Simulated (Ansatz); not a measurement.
## What a change does: single-point calculation on GaN

System: GaN (P6₃mc, 4 atoms in the cell).
Method of the first run: DFT, r2SCAN, plane waves, PAW, no spin polarisation (Ansatz 0.2.0).

The structure derives from an entry of the Crystallography Open Database. Text and figures count atoms from 1; the logs count them from 0 in places.

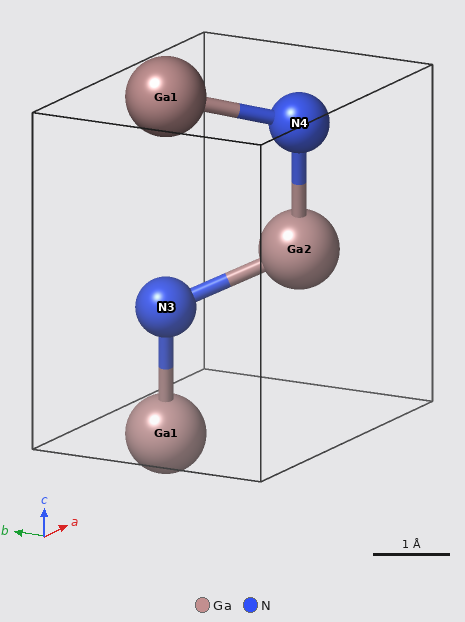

Fig. 1: The structure as given in the input (ball-and-stick view of the cell of the calculation, seen at an oblique angle; atoms are numbered from 1 in the order of the input). Near neighbours in the crystal (not all of them lie inside the picture): Ga has 4 N at 1.91 to 1.92 Å; N has 4 Ga at 1.91 to 1.92 Å.

## The input, the first run
```yaml
crystal:
  lattice:
    - [3.14295677, 0.0, 0.0]
    - [-1.57147838, 2.72187963, 0.0]
    - [0.0, 0.0, 5.10582222]
  atoms:
    - { symbol: Ga, position: [0.3333, 0.6667, 0.0] }
    - { symbol: Ga, position: [0.6666, 0.3333, 0.5] }
    - { symbol: "N", position: [0.3333, 0.6667, 0.375] }
    - { symbol: "N", position: [0.6666, 0.3333, 0.875] }
  symmetry: { tolerance: 0.0003 }
kpoints:
  mp_grid: { grid: [7, 7, 4], shift: [0.5, 0.5, 0.5] }
magnetization:
  spin_polarized: false
scf:
  occupations: { method: fermi_dirac }
hamiltonian:
  pseudopotentials: { kind: paw }
  xc: r2scan
basis:
  ecutwfc: 500
output:
  forces: true
  stress: true
  eigenvalues: true
  write_density: true
  write_potential: true
  elf: true
  volumetric_format: npy
```

Launched with:
```bash
ansatz run input.yaml --threads 1 --pin off --max-ram 2560MiB --backend cpu --events-out ev --progress --plain --runs-dir out
```

Hardware: 1 thread of an x86-64 CPU, shared host.

## Output, shortened to warnings, some set-up lines, iterations and results (the first run)
```
Warning: the atoms were moved onto the symmetric positions of the space group found under crystal.symmetry.tolerance 3.0e-4 (fractional; no operation is sought that the atoms, as they stand in a round, miss by more than twice it, and no atom is moved by as much as it), and the run uses the moved positions. Before a round's move an operation carried an atom to 1.57e-4 Å from where it should land, …
Warning: crystal.symmetry: narrowed to the stabiliser of the k-point mesh — unitary ops 12 → 4; excluded 8 operations that carry a point of the 7×7×4 mesh (shift [0.5, 0.5, 0.5]) off the mesh (the run samples exactly the mesh kpoints.mp_grid names, as under crystal.symmetry.detect: false, and its converged state has the mesh's symmetry, not the crystal's; ε∞, the Born charges and the force …
Basis set: ecut = 500 eV, 1099 PW (Γ), exchange–correlation on 96×96×160 points (64 copies of the dense FFT grid, shifted against one another)
Symmetry: 4 space group operations
k-points: 32 of 196 (time reversal used)
Initial density: superposition of atomic densities (neutral atoms: chi_scale 0, normalization atom), corrected by the library's trained network
[...]
SCF iter   1: F=—  HF=-8352.654973 eV  |F-HF|=—  |Δ(HF+E_count)|=         —  Δρ=1.27e-2  dr2=2.67e-2  dr2_τ=2.18e-1  ethr=1.77e-3  ⟨swp⟩=5.0  Hψ=2873  notcnv=0
SCF iter   2: F=—  HF=-8352.726297 eV  |F-HF|=—  |Δ(HF+E_count)|=   7.13e-2  Δρ=6.01e-3  dr2=9.69e-3  dr2_τ=3.39e-4  ethr=7.43e-5  ⟨swp⟩=2.0  Hψ=1664  notcnv=0
SCF iter   3: F=—  HF=-8352.725679 eV  |F-HF|=—  |Δ(HF+E_count)|=   6.18e-4  Δρ=3.80e-3  dr2=2.74e-3  dr2_τ=8.75e-5  ethr=2.69e-5  ⟨swp⟩=2.2  Hψ=1233  notcnv=0
SCF iter   4: F=—  HF=-8352.725720 eV  |F-HF|=—  |Δ(HF+E_count)|=   4.06e-5  Δρ=9.18e-4  dr2=2.29e-4  dr2_τ=1.18e-5  ethr=7.61e-6  ⟨swp⟩=1.0  Hψ=704  notcnv=0
SCF iter   5: F=—  HF=-8352.725697 eV  |F-HF|=—  |Δ(HF+E_count)|=   2.24e-5  Δρ=1.57e-4  dr2=6.49e-6  dr2_τ=1.02e-6  ethr=6.37e-7  ⟨swp⟩=2.2  Hψ=1263  notcnv=0
SCF iter   6: F=—  HF=-8352.725704 eV  |F-HF|=—  |Δ(HF+E_count)|=   6.14e-6  Δρ=7.02e-5  dr2=2.23e-6  dr2_τ=1.10e-7  ethr=1.80e-8  ⟨swp⟩=2.9  Hψ=1280  notcnv=0
SCF iter   7: F=—  HF=-8352.725703 eV  |F-HF|=—  |Δ(HF+E_count)|=   2.51e-7  Δρ=1.66e-5  dr2=1.11e-7  dr2_τ=5.70e-10  ethr=6.19e-9  ⟨swp⟩=2.0  Hψ=893  notcnv=0
SCF iter   8: F=-8352.725703 eV  HF=-8352.725703 eV  |F-HF|=2.02e-10  |Δ(HF+E_count)|=   9.14e-9  Δρ=8.21e-7  dr2=2.83e-10  dr2_τ=1.35e-11  ethr=2.78e-10  ⟨swp⟩=7.0  Hψ=3908  …
SCF 1 converged in 8 iterations: F = -8352.725703 eV  dr2 = 2.83e-10
SCF converged after 8 iterations
Free energy (F): -8352.725703 eV
Harris-Foulkes:  -8352.725703 eV  (|F-HF|=2.02e-10)
Internal energy: -8352.725703 eV  (E = F + TS)
E sigma→0 (E₀):  -8352.725703 eV
Fermi energy:    11.791728 eV
--- Per-component energies (eV) ---
  E_band       = -9.541434
  E_kinetic    = 497.945883
  E_local      = -3840.378043  (includes V_loc(G=0)·N_el)
  E_nonlocal   = 953.236084
  E_hartree    = 1778.575939
  E_xc         = -244.907402
  E_vxc        = -289.139115  (∫ρ·V_xc dr)
  E_paw        = -4274.480884  (= ΣΔE_a)
  E_vpaw       = -904.103264  (= ΣTr[D̂ρ^β])
  E_aug_tail   = -0.000044  (compensation charges beyond the density's cutoff)
  E_vtau       = 15.745414  (kinetic-family band-sum trace: ∫τ·v_τ [+ j·A + Jᵃ·Aᵃ] dr)
  E_ewald      = -3221.351967
  E_core_change = -1.365269  (= ΣΔE_core)
  E_smearing   = -0.000000  (= −TS)
  E_closure    = 0.000000  (closes the sum)
  Σ components = -8352.725703   (vs F -8352.725703, Δ=0.00e0)
--- Forces (eV/Å), atoms counted from 1 ---
  atom   1  Ga    -0.00002479     0.00001431    -0.15260631
  atom   2  Ga     0.00002479    -0.00001431    -0.15260631
  atom   3  N     -0.00032247     0.00018618     0.15260933
  atom   4  N      0.00032247    -0.00018618     0.15260933
  max |Σ_I F_I| component: 6.04e-6 eV/Å
--- Stress (GPa, compression-positive) ---
        7.913856       0.010000       0.000000
        0.010000       7.925403       0.000000
        0.000000       0.000000      10.303635
  P = ⅓ Tr σ = 8.7143 GPa (87.143 kbar)
```

For the second run the input was changed thus:
```diff
-  mp_grid: { grid: [7, 7, 4], shift: [0.5, 0.5, 0.5] }
+  mp_grid: { grid: [7, 7, 4], shift: [0, 0, 0] }
+  initial_density: { chi_scale: 0.3 }
+accuracy: medium
```

How does the second run compare with the first run?

The free energy of the second run is 0.36 meV per atom higher, the joint effect of these numerical settings, which can't be told apart here. The number of SCF iterations is the same. The irreducible k-points go from 32 to 24.

## Output, shortened to warnings, some set-up lines, iterations and results (the second run)
```
Warning: the atoms were moved onto the symmetric positions of the space group found under crystal.symmetry.tolerance 3.0e-4 (fractional; no operation is sought that the atoms, as they stand in a round, miss by more than twice it, and no atom is moved by as much as it), and the run uses the moved positions. Before a round's move an operation carried an atom to 1.57e-4 Å from where it should land, …
Basis set: ecut = 500 eV, 1099 PW (Γ), exchange–correlation on 96×96×160 points (64 copies of the dense FFT grid, shifted against one another)
Symmetry: 12 space group operations
k-points: 24 of 196 (time reversal used)
Initial density: superposition of atomic densities (chi_scale 0.3, normalization cell, long waves kept (reshape's long-wave potential 0.00 eV rms))
[...]
SCF iter   1: F=—  HF=-8354.679334 eV  |F-HF|=—  |Δ(HF+E_count)|=         —  Δρ=1.35e-1  dr2=4.92e0  dr2_τ=8.85e-2  ethr=3.10e-3  ⟨swp⟩=5.0  Hψ=2346  notcnv=0
SCF iter   2: F=—  HF=-8353.095557 eV  |F-HF|=—  |Δ(HF+E_count)|=    1.58e0  Δρ=4.91e-2  dr2=7.39e-1  dr2_τ=4.09e-2  ethr=3.10e-3  ⟨swp⟩=2.5  Hψ=1264  notcnv=0
SCF iter   3: F=—  HF=-8352.766158 eV  |F-HF|=—  |Δ(HF+E_count)|=   3.29e-1  Δρ=2.38e-2  dr2=2.07e-1  dr2_τ=5.60e-3  ethr=2.05e-3  ⟨swp⟩=2.0  Hψ=995  notcnv=0
SCF iter   4: F=—  HF=-8352.712873 eV  |F-HF|=—  |Δ(HF+E_count)|=   5.33e-2  Δρ=7.10e-3  dr2=1.18e-2  dr2_τ=7.76e-4  ethr=5.76e-4  ⟨swp⟩=2.0  Hψ=1006  notcnv=0
SCF iter   5: F=—  HF=-8352.725121 eV  |F-HF|=—  |Δ(HF+E_count)|=   1.22e-2  Δρ=2.13e-3  dr2=2.71e-3  dr2_τ=3.61e-4  ethr=3.27e-5  ⟨swp⟩=2.0  Hψ=908  notcnv=0
SCF iter   6: F=—  HF=-8352.724154 eV  |F-HF|=—  |Δ(HF+E_count)|=   9.67e-4  Δρ=4.09e-4  dr2=4.66e-5  dr2_τ=1.00e-6  ethr=7.52e-6  ⟨swp⟩=2.0  Hψ=949  notcnv=0
SCF iter   7: F=—  HF=-8352.724249 eV  |F-HF|=—  |Δ(HF+E_count)|=   9.58e-5  Δρ=1.17e-4  dr2=3.32e-6  dr2_τ=1.60e-7  ethr=1.30e-7  ⟨swp⟩=2.0  Hψ=960  notcnv=0
SCF iter   8: F=-8352.724250 eV  HF=-8352.724250 eV  |F-HF|=3.64e-8  |Δ(HF+E_count)|=   3.67e-7  Δρ=1.63e-5  dr2=7.72e-8  dr2_τ=1.46e-9  ethr=2.78e-10  ⟨swp⟩=6.2  Hψ=3572  …
SCF 1 converged in 8 iterations: F = -8352.724250 eV  dr2 = 7.72e-8
SCF converged after 8 iterations
Free energy (F): -8352.724250 eV
Harris-Foulkes:  -8352.724250 eV  (|F-HF|=3.64e-8)
Internal energy: -8352.724250 eV  (E = F + TS)
E sigma→0 (E₀):  -8352.724250 eV
Entropy (-TS):   -0.000000 eV (-0.000 meV/atom)
Fermi energy:    11.516974 eV
--- Per-component energies (eV) ---
  E_band       = -9.527434
  E_kinetic    = 497.954258
  E_local      = -3840.398970  (includes V_loc(G=0)·N_el)
  E_nonlocal   = 953.242425
  E_hartree    = 1778.595373
  E_xc         = -244.904207
  E_vxc        = -289.133946  (∫ρ·V_xc dr)
  E_paw        = -4274.495848  (= ΣΔE_a)
  E_vpaw       = -904.133229  (= ΣTr[D̂ρ^β])
  E_aug_tail   = -0.000044  (compensation charges beyond the density's cutoff)
  E_vtau       = 15.744680  (kinetic-family band-sum trace: ∫τ·v_τ [+ j·A + Jᵃ·Aᵃ] dr)
  E_ewald      = -3221.351967
  E_core_change = -1.365269  (= ΣΔE_core)
  E_smearing   = -0.000000  (= −TS)
  E_closure    = -0.000000  (closes the sum)
  Σ components = -8352.724250   (vs F -8352.724250, Δ=0.00e0)
--- Forces (eV/Å), atoms counted from 1 ---
  atom   1  Ga     0.00000000    -0.00000000    -0.15242905
  atom   2  Ga    -0.00000000     0.00000000    -0.15242905
  atom   3  N      0.00000000    -0.00000000     0.15241983
  atom   4  N      0.00000000     0.00000000     0.15241983
  max |Σ_I F_I| component: 1.84e-5 eV/Å
--- Stress (GPa, compression-positive) ---
        7.920335       0.000000       0.000000
       -0.000000       7.920335       0.000000
        0.000000       0.000000      10.263636
  P = ⅓ Tr σ = 8.7014 GPa (87.014 kbar)
```

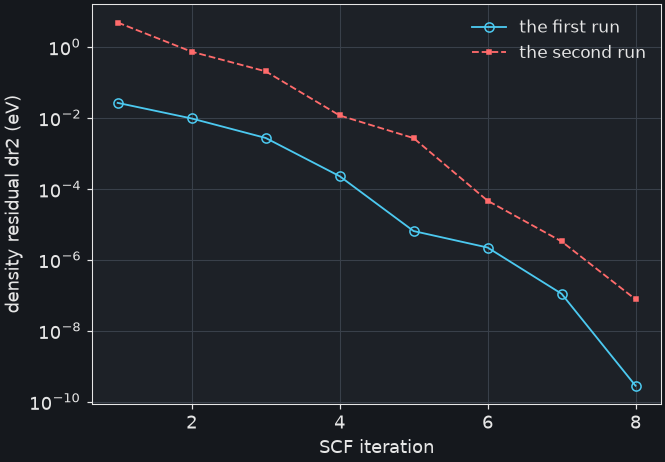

Fig. 2: Convergence of the two runs: density residual dr2 against the SCF iteration. The first run takes 8 iterations in all, and the second run takes 8.

## The two runs side by side

```csv
quantity,the first run,the second run
outcome,converged,converged
free energy per atom (eV),−2088.1814,−2088.1811
pressure (GPa),8.71,8.70
largest force (eV/Å),0.153,0.152
SCF iterations,8,8
irreducible k-points,32,24
plane waves at Γ,1099,1099
wall time (shared host),5.3 s,4.5 s
```

For both runs: The cell is under a pressure of 8.7 GPa at this level, so it is not at its equilibrium volume. For the first run: Warnings: the structure was made exactly symmetric; the k-point mesh lowers the symmetry that the run can use. For the second run: Warnings: the structure was made exactly symmetric.
